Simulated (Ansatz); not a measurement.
Consider Se.

```xyz
18
Lattice="11.3620 0.0000 0.0000 -5.6810 9.8398 0.0000 0.0000 0.0000 4.5176" Properties=species:S:1:pos:R:3 pbc="T T T"
Se    0.6712    1.9903    0.5441
Se    6.3523    5.2702    2.0500
Se    0.6712    8.5502    3.5559
Se    3.6218    9.4259    0.5441
Se    3.6218    2.8660    2.0500
Se   -2.0593    6.1460    3.5559
Se   -4.2930    8.2633    0.5441
Se    7.0691    1.7035    2.0500
Se    1.3880    4.9835    3.5559
Se    5.0098    1.2896    0.9617
Se   -0.6713    4.5696    2.4676
Se    5.0098    7.8495    3.9734
Se    7.7403    3.6938    0.9617
Se    2.0592    6.9737    2.4676
Se    2.0592    0.4139    3.9734
Se    4.2930    4.8563    0.9617
Se   -1.3881    8.1363    2.4676
Se    9.9740    1.5764    3.9734
```

Space group R-3; changed on purpose from its base cell (zz strain of +2 %, PAW files).

Method: Ansatz 0.2.0, DFT, PBEsol, PAW with Ansatz's default frozen-core files, scalar-relativistic.

Q: What can the converged valence pseudo-density and electron localisation function tell about the bonding?

A: Se–Se (2.37 Å): ρ at the midpoint is about 0.66 e/Å³; the ELF peaks at about 0.70 between the atoms.

Q: Does the calculation give a band gap?

A: It is gapped, with a Kohn–Sham gap of 1.2 eV on the k-point mesh, an upper bound to the gap of this method.

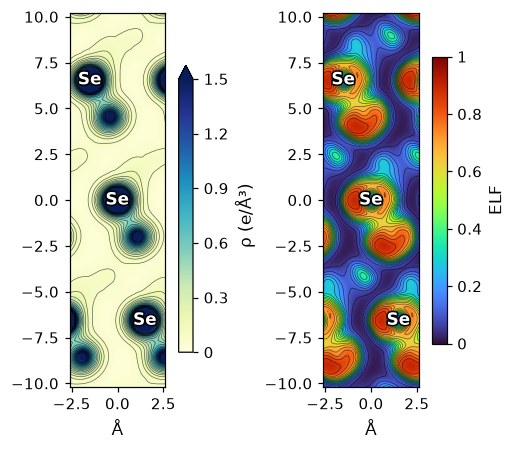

Computed valence pseudo-density and electron localisation function on the (110) plane of the conventional cell, in this order. Atoms just off the plane (Se, 0.7 Å away) can leave unmarked features too.

The density is the valence pseudo-density of a PAW calculation; it isn't the true density close to the nuclei.
